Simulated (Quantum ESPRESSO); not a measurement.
## CdTe: phonon bands calculation (part 2 of 2)

CdTe (F-43m, 2 atoms in the cell); Kohn-Sham DFT of a periodic cell, PBEsol, GBRV 1.5 PBEsol, no spin polarisation (Quantum ESPRESSO 7.5); cutoff 612.26 eV, 4×4×4 k-mesh, fermi-dirac of 0.05 eV. The structure derives from an entry of the Crystallography Open Database.

Geometry of the input (Å; fractional positions):
```
0.0000  3.2050  3.2050
3.2050  0.0000  3.2050
3.2050  3.2050  0.0000
Te 0.7500  0.7500  0.7500
Cd 0.0000  0.0000  0.0000
```

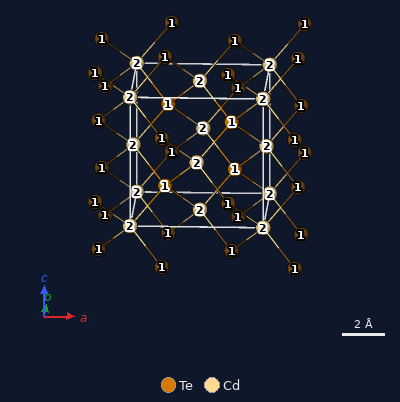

The input geometry (ball-and-stick view of the cell 4 times as large as that of the calculation, set on its symmetry axes, seen at an oblique angle; neighbours outside the cell are drawn fainter; atoms are numbered from 1 in the order of the input).

Log, continued
```
     number of k points=    10  Fermi-Dirac smearing, width (Ry)=  0.0037
                       cart. coord. in units 2pi/alat
        k(    1) = (   0.0883883   0.0883883   0.0883883), wk =   0.0625000
        k(    2) = (   0.2651650   0.2651650  -0.0883883), wk =   0.1875000
        k(    3) = (  -0.2651650  -0.2651650   0.4419417), wk =   0.1875000
        k(    4) = (  -0.0883883  -0.0883883   0.2651650), wk =   0.1875000
        k(    5) = (   0.4419417   0.0883883   0.0883883), wk =   0.1875000
        k(    6) = (  -0.0883883  -0.4419417   0.6187184), wk =   0.3750000
        k(    7) = (   0.0883883  -0.2651650   0.4419417), wk =   0.3750000
        k(    8) = (  -0.6187184   0.0883883   0.0883883), wk =   0.1875000
        k(    9) = (   0.2651650   0.2651650   0.2651650), wk =   0.0625000
        k(   10) = (  -0.2651650  -0.2651650   0.7954951), wk =   0.1875000

     Dense  grid:    51253 G-vectors     FFT dimensions: (  54,  54,  54)

     Smooth grid:    18149 G-vectors     FFT dimensions: (  40,  40,  40)

     Initial potential from superposition of free atoms

     starting charge      17.4998, renormalised to      18.0000

     negative rho (up, down):  1.963E-02 0.000E+00
     Starting wfcs are   13 randomized atomic wfcs +    2 random wfcs

     Self-consistent Calculation

     iteration #  1     ecut=    45.00 Ry     beta= 0.50
     Davidson diagonalization with overlap
     ethr =  1.00E-02,  avg # of iterations =  6.4

     Threshold (ethr) on eigenvalues was too large:
     Diagonalizing with lowered threshold

     Davidson diagonalization with overlap
     ethr =  4.72E-04,  avg # of iterations =  2.2

     negative rho (up, down):  1.921E-02 0.000E+00

     total energy              =    -140.94923056 Ry
     estimated scf accuracy    <       0.08168639 Ry

     iteration #  2     ecut=    45.00 Ry     beta= 0.50
     Davidson diagonalization with overlap
     ethr =  4.54E-04,  avg # of iterations =  2.0

     negative rho (up, down):  1.957E-02 0.000E+00

     total energy              =    -140.97312917 Ry
     estimated scf accuracy    <       0.00674416 Ry

     iteration #  3     ecut=    45.00 Ry     beta= 0.50
     Davidson diagonalization with overlap
     ethr =  3.75E-05,  avg # of iterations =  4.1

     negative rho (up, down):  1.986E-02 0.000E+00

     total energy              =    -140.97392188 Ry
     estimated scf accuracy    <       0.00069106 Ry

     iteration #  4     ecut=    45.00 Ry     beta= 0.50
     Davidson diagonalization with overlap
     ethr =  3.84E-06,  avg # of iterations =  5.5

     negative rho (up, down):  1.990E-02 0.000E+00

     total energy              =    -140.97400485 Ry
     estimated scf accuracy    <       0.00004381 Ry

     iteration #  5     ecut=    45.00 Ry     beta= 0.50
     Davidson diagonalization with overlap
     ethr =  2.43E-07,  avg # of iterations =  4.1

     negative rho (up, down):  1.994E-02 0.000E+00

     total energy              =    -140.97403448 Ry
     estimated scf accuracy    <       0.00000088 Ry

     iteration #  6     ecut=    45.00 Ry     beta= 0.50
     Davidson diagonalization with overlap
     ethr =  4.88E-09,  avg # of iterations =  5.2

     negative rho (up, down):  1.997E-02 0.000E+00

     total energy              =    -140.97403568 Ry
     estimated scf accuracy    <       0.00000040 Ry

     iteration #  7     ecut=    45.00 Ry     beta= 0.50
     Davidson diagonalization with overlap
     ethr =  2.20E-09,  avg # of iterations =  2.0

     negative rho (up, down):  1.997E-02 0.000E+00

     total energy              =    -140.97403577 Ry
     estimated scf accuracy    <       0.00000017 Ry

     iteration #  8     ecut=    45.00 Ry     beta= 0.50
     Davidson diagonalization with overlap
     ethr =  9.31E-10,  avg # of iterations =  2.2

     negative rho (up, down):  1.997E-02 0.000E+00

     total energy              =    -140.97403581 Ry
     estimated scf accuracy    <          8.9E-10 Ry

     iteration #  9     ecut=    45.00 Ry     beta= 0.50
     Davidson diagonalization with overlap
     ethr =  4.94E-12,  avg # of iterations =  6.8

     negative rho (up, down):  1.997E-02 0.000E+00

     total energy              =    -140.97403581 Ry
     estimated scf accuracy    <          1.1E-09 Ry

     iteration # 10     ecut=    45.00 Ry     beta= 0.50
     Davidson diagonalization with overlap
     ethr =  4.94E-12,  avg # of iterations =  1.0

     negative rho (up, down):  1.997E-02 0.000E+00

     End of self-consistent calculation

          k = 0.0884 0.0884 0.0884 (  2241 PWs)   bands (ev):

    -5.9463  -2.9133  -2.9133  -2.8799  -2.6356  -2.6356   4.1386   5.2717
     5.2717   7.0653   9.8980  10.1271  10.1271  13.7587  14.1183

          k = 0.2652 0.2652-0.0884 (  2259 PWs)   bands (ev):

    -5.6925  -2.8696  -2.8585  -2.6511  -2.6426  -2.5702   2.0592   4.0295
     4.9034   7.9839  10.3708  10.6191  10.9788  13.3462  14.4602

          k =-0.2652-0.2652 0.4419 (  2272 PWs)   bands (ev):

    -5.5454  -2.8466  -2.8374  -2.6391  -2.6186  -2.2482   0.8811   3.9472
     4.3707   7.8692  10.0988  10.9706  12.3864  14.1323  15.4260

          k =-0.0884-0.0884 0.2652 (  2250 PWs)   bands (ev):

    -5.7981  -2.8810  -2.8720  -2.7701  -2.6397  -2.6231   2.9411   4.6493
     4.6823   8.0169   9.2886  10.9314  11.0385  12.8323  14.8004

          k = 0.4419 0.0884 0.0884 (  2273 PWs)   bands (ev):

    -5.5904  -2.8197  -2.8069  -2.7160  -2.6075  -2.4591   1.8256   3.7491
     3.9635   8.2849   8.9196  11.5554  12.3524  13.7411  15.8577

          k =-0.0884-0.4419 0.6187 (  2261 PWs)   bands (ev):

    -5.4492  -2.7987  -2.7806  -2.6778  -2.6193  -2.0795   1.0360   2.8257
     3.5262   8.8387   9.9025  11.2684  12.7630  14.0866  16.2225

          k = 0.0884-0.2652 0.4419 (  2272 PWs)   bands (ev):

    -5.5475  -2.8321  -2.8202  -2.6665  -2.6196  -2.3159   1.3543   3.3215
     4.2059   8.6717   9.8650  10.7815  12.1551  13.9070  15.6033

          k =-0.6187 0.0884 0.0884 (  2272 PWs)   bands (ev):

    -5.4485  -2.7784  -2.7544  -2.7228  -2.5994  -2.1505   1.0464   3.1721
     3.5532   7.9993   8.6031  13.0356  13.6994  14.7003  16.3309

          k = 0.2652 0.2652 0.2652 (  2253 PWs)   bands (ev):

    -5.6297  -2.8628  -2.8628  -2.6262  -2.6262  -2.4449   1.2825   4.6835
     4.6835   7.2271  10.5479  10.5479  12.0514  13.5622  14.7691

          k =-0.2652-0.2652 0.7955 (  2273 PWs)   bands (ev):

    -5.4891  -2.8227  -2.8050  -2.6534  -2.6276  -2.1488   1.0387   2.8724
     4.1536   8.4201  10.3645  11.7689  12.1765  13.6196  14.5112

     the Fermi energy is     6.1840 ev

!    total energy              =    -140.97403581 Ry
     estimated scf accuracy    <          3.8E-10 Ry
     smearing contrib. (-TS)   =      -0.00000000 Ry
     internal energy E=F+TS    =    -140.97403581 Ry

     The total energy is F=E-TS. E is the sum of the following terms:
     one-electron contribution =     -45.12785632 Ry
     hartree contribution      =      35.24896047 Ry
     xc contribution           =     -53.43124714 Ry
     ewald contribution        =     -77.66389282 Ry

     convergence has been achieved in  10 iterations

     negative rho (up, down):  1.997E-02 0.000E+00

     Forces acting on atoms (cartesian axes, Ry/au):

     atom    1 type  1   force =     0.00000000   -0.00000000    0.00000000
     atom    2 type  2   force =    -0.00000000    0.00000000   -0.00000000

     Total force =     0.000000     Total SCF correction =     0.000000

     Computing stress (Cartesian axis) and pressure

     negative rho (up, down):  1.997E-02 0.000E+00
          total   stress  (Ry/bohr**3)                   (kbar)     P=       19.92
   0.00013543   0.00000000  -0.00000000           19.92        0.00       -0.00
   0.00000000   0.00013543   0.00000000            0.00       19.92        0.00
  -0.00000000   0.00000000   0.00013543           -0.00        0.00       19.92

=------------------------------------------------------------------------------=
   JOB DONE.
=------------------------------------------------------------------------------=
```

File q2r.out
```
This program is part of the open-source Quantum ESPRESSO suite
     for quantum simulation of materials; please cite
         "P. Giannozzi et al., J. Phys.:Condens. Matter 21 395502 (2009);
         "P. Giannozzi et al., J. Phys.:Condens. Matter 29 465901 (2017);
         "P. Giannozzi et al., J. Chem. Phys. 152 154105 (2020);
          URL
     in publications or presentations arising from this work. More details at

  reading grid info from file dyn0

  reading force constants from file dyn1
 macroscopic fields = T
   9.26090  -0.00000  -0.00000
  -0.00000   9.26090  -0.00000
  -0.00000  -0.00000   9.26090
  na=            1
  -2.25022  -0.00000   0.00000
   0.00000  -2.25022   0.00000
  -0.00000   0.00000  -2.25022
  na=            2
   2.21003   0.00000   0.00000
   0.00000   2.21003  -0.00000
   0.00000  -0.00000   2.21003
  Norm of the difference between old and new effective charges:    0.04922388071892932343
  alpha Ewald:    1.9126227999774712
  nqs=            1
 q=   0.00000000  0.00000000  0.00000000
  reading force constants from file dyn2
  alpha Ewald:    1.9126227999774712
  nqs=            4
 q=  -0.35355339 -0.35355339  0.35355339
 q=   0.35355339 -0.35355339 -0.35355339
 q=   0.35355339  0.35355339  0.35355339
 q=  -0.35355339  0.35355339 -0.35355339
  reading force constants from file dyn3
  alpha Ewald:    1.9126227999774712
  nqs=            3
 q=  -0.70710678 -0.00000000  0.00000000
 q=  -0.00000000 -0.70710678  0.00000000
 q=  -0.00000000  0.00000000  0.70710678

      q-space grid ok, #points =    8

      fft-check warning: sum of imaginary terms = 1.000848E-09

=------------------------------------------------------------------------------=
   JOB DONE.
=------------------------------------------------------------------------------=
```

File matdyn.out
```
This program is part of the open-source Quantum ESPRESSO suite
     for quantum simulation of materials; please cite
         "P. Giannozzi et al., J. Phys.:Condens. Matter 21 395502 (2009);
         "P. Giannozzi et al., J. Phys.:Condens. Matter 29 465901 (2017);
         "P. Giannozzi et al., J. Chem. Phys. 152 154105 (2020);
          URL
     in publications or presentations arising from this work. More details at

 mass for atomic type   1 not given; uses mass from file fc
 mass for atomic type   2 not given; uses mass from file fc
 Norm of the difference between old and new effective charges:    0.00000000000000006830

 Norm of the difference between old and new force-constants:   0.00002009137320340120

=------------------------------------------------------------------------------=
   JOB DONE.
=------------------------------------------------------------------------------=
```

File matdyn_dos.out
```
This program is part of the open-source Quantum ESPRESSO suite
     for quantum simulation of materials; please cite
         "P. Giannozzi et al., J. Phys.:Condens. Matter 21 395502 (2009);
         "P. Giannozzi et al., J. Phys.:Condens. Matter 29 465901 (2017);
         "P. Giannozzi et al., J. Chem. Phys. 152 154105 (2020);
          URL
     in publications or presentations arising from this work. More details at

 mass for atomic type   1 not given; uses mass from file fc
 mass for atomic type   2 not given; uses mass from file fc
 Norm of the difference between old and new effective charges:    0.00000000000000006830

 Norm of the difference between old and new force-constants:   0.00002009137320340120

=------------------------------------------------------------------------------=
   JOB DONE.
=------------------------------------------------------------------------------=
```

Summary

| quantity | value |
| --- | --- |
| outcome | converged |
| space group (tolerance 0.01 Å) | F-43m (216) |
| electrons treated | 18 |
| free energy | −1918.0668 eV |
| Fermi energy | 5.618 eV |
| gap on the k-point mesh | 1.67 eV |
| pressure | −0.01 GPa |
| final volume | 68.75 Å³ |
| largest force (length of the vector) at the end | under 0.001 eV/Å |
| final cell | a = 4.598 Å, b = 4.598 Å, c = 4.598 Å, α = 60.00°, β = 60.00°, γ = 60.00° |
| ε∞ (xx, yy, zz) | 9.26, 9.26, 9.26 |
| Born charges (mean of the diagonal) | Te1 (−2.25 e); Cd2 (2.21 e) |
| hardware | 1 thread of Arm Neoverse V1, 24 GiB of memory available, shared host |
| wall time | 15 min |
| peak memory | 0.23 GiB |

Remarks

Notes on the run: negative rho.
